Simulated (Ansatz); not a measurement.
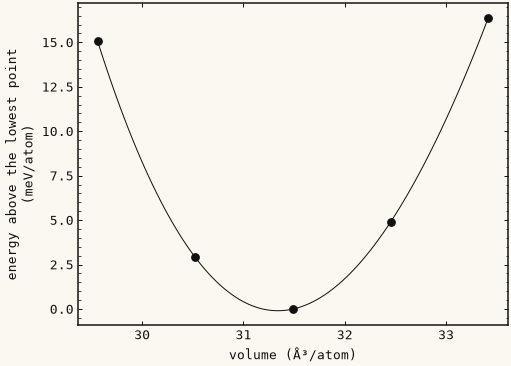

Plotted: energy above the lowest point against volume for Pb, space group Fm-3m (No. 225) (one of a set of cubic test structures, which need not be the stable phase).

Computed with Ansatz 0.2.0 development build: equation of state of a cubic crystal from periodic Kohn-Sham density functional theory without spin, third-order Birch-Murnaghan fit to the free energies; pressure corrected for the finite basis. Level: r2SCAN, no spin-orbit coupling.

```tsv
setting	value
structure type	fcc
atoms in cell	1
space group number	225
lattice centring	face-centred primitive
k mesh	12×12×12
occupation method	Fermi–Dirac
occupation width	0.1 eV
wave cutoff	580 eV
datasets	hand-made PAW
density tolerance	1e-09 eV
bands	15
density cutoff ratio	4
search for lower states	default
xc grid level	2
```

**How stiff is the solid, and where is its volume at rest?**

A third-order Birch–Murnaghan fit gives V0 = 31.34 Å³/atom, B0 = 43.2 GPa and B′ = 4.5.

Note: no spin-orbit coupling with 6p elements.
